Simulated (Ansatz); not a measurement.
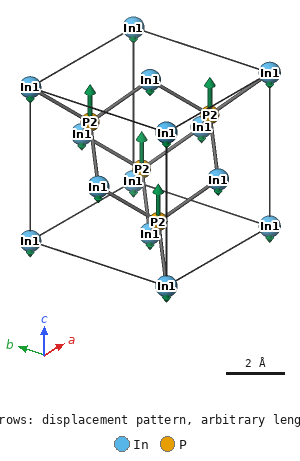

The lowest optical mode of solid InP, space group F-43m (No. 216), at the zone centre. Displacements are drawn as green arrows; their common scale and sign are arbitrary. The picture is a ball-and-stick view of the conventional cell (4 times the calculation's cell), seen from a free direction. Lengths and directions refer to the drawn axes.

All numbers below come from DFT PBE, scalar-relativistic, plane waves, PAW (Ansatz 0.2.0). (plane-wave cutoff 420 eV; k-point mesh 10 × 10 × 10; occupations gaussian; smearing width 0.05 eV; no spin polarisation)

Frequencies are those without the non-analytic (LO–TO) term.

> Is the structure stable against all modes at this point?

Yes: this softest mode has a real frequency, and so have all others here. That speaks for this wave vector alone: the rest of the zone wasn't checked in this run. This is the T₂ mode (triply degenerate; one member of the set is drawn) at 284 cm⁻¹, the only optical level, infrared- and Raman-active by symmetry. The P sublattice moves against the In sublattice, along c; the kinetic energy is shared as P 79 %, In 21 %.
